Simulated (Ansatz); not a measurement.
Consider Ni.

Input file:

```
crystal:
  lattice:
    - [4.1973182999, 0.0, 0.0]
    - [-2.0986591499, 3.6349842754, 0.0]
    - [-1.3991061, 0.0, 2.0965680558]
  atoms:
    - { symbol: Ni, position: [0.3333333333, 0.6666666667, 0.0], spin: 0.75 }
    - { symbol: Ni, position: [0.0, 0.0, 0.0], spin: 0.75 }
    - { symbol: Ni, position: [0.6666666667, 0.3333333333, 0.0], spin: 0.75 }
basis:
  ecutwfc: 420
kpoints:
  mp_grid: { grid: [9, 9, 16] }
hamiltonian:
  xc: pbe
scf:
  occupations: { method: gaussian, width: 0.1 }
output:
  forces: true
  stress: true
  eigenvalues: true
  populations: true
  write_density: true
  write_potential: true
  elf: true
  volumetric_format: npy
magnetization:
  spin_polarized: true
relax:
  adjacent_minimum: "off"
  f_tol: 0.01
  max_steps: 50
  cell: { fix: [a, b, gamma], stress_tol: 0.1 }
```

Command:

```sh
ansatz run input.yaml --threads 4 --pin off --max-ram 8192MiB --backend cpu --events-out ev --progress --plain --runs-dir out
```

The fields are those of the relaxed geometry.

Space group R-3m; a structure from a database of computed crystals, not necessarily the ambient phase; computed pressure about 9 GPa in this cell; spin-polarised.

All numbers below come from DFT PBE, scalar-relativistic, plane waves, PAW in Ansatz 0.2.0.

What can the converged valence pseudo-density, electron localisation function and spin density tell about the bonding?

Answer. Ni–Ni (2.49 Å): ρ at the midpoint is about 0.32 e/Å³; the ELF is about 0.25 at the midpoint: no shared electron pair shows on this line.
The spin density sits on Ni: +0.7 μB (×3) in one cell of 3 atoms: parallel main moments (a ferromagnetic arrangement) in this solution. The cell of the calculation (3 atoms) carries 1.9 μB of net spin moment.

Does the calculation make it a metal, or give it a gap?

Answer. It is metallic or semimetallic at this level of theory: no gap opens.

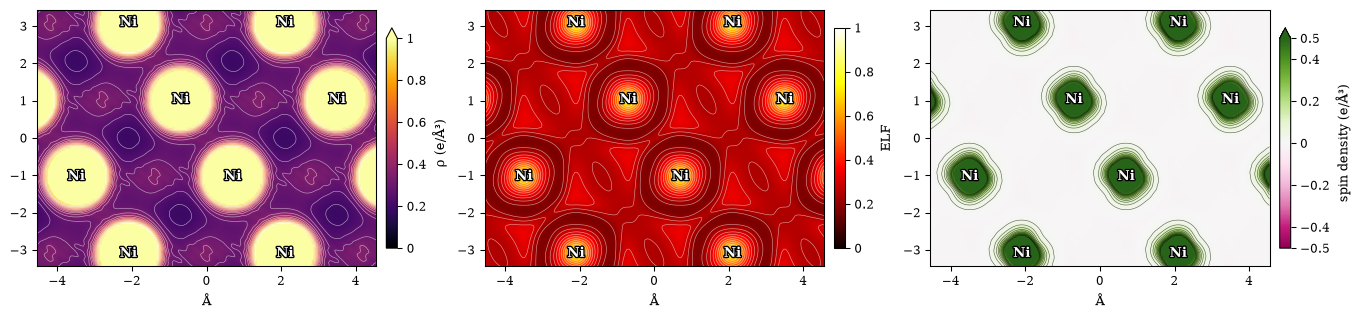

Computed valence pseudo-density, electron localisation function and spin density on the (010) plane of the calculation cell, in this order. 

The density is the valence pseudo-density of a PAW calculation; it isn't the true density close to the nuclei.
